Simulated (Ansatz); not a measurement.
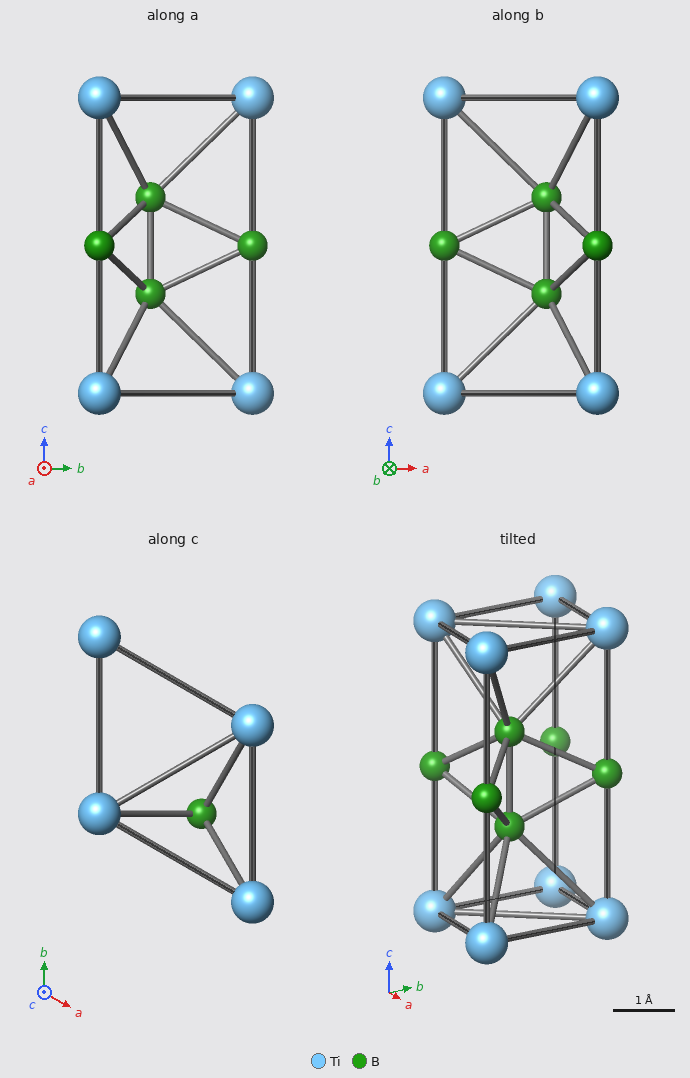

Shown here is a ball-and-stick view of the crystal, taken along the a axis, along the b axis, along the c axis and slightly off an axis. One conventional unit cell is framed, with atoms on its boundary repeated.

Lattice parameters: a = 2.916 Å, b = 2.916 Å, c = 4.873 Å, α = 90.00°, β = 90.00°, γ = 120.00°. Put a along x and b in the xy plane.

**Give the atomic positions as a POSCAR file, with free fractional coordinates to two decimals.**

```
Ti B
1.0
     2.916    0.000    0.000
    -1.458    2.525    0.000
     0.000    0.000    4.873
Ti B
1 3
Direct
  0.00 0.00 0.00
  0.6667 0.3333 0.34
  0.00 0.00 0.50
  0.6667 0.3333 0.66
```

The structure was taken from a structure type filled with these elements by a generator (whether the compound takes this form wasn't checked). Earlier steps of the study, as a rule a relaxation of our own, may have changed the cell and positions, so they can lie some per cent off the listed ones. An electronic-structure calculation with Ansatz was run on it.
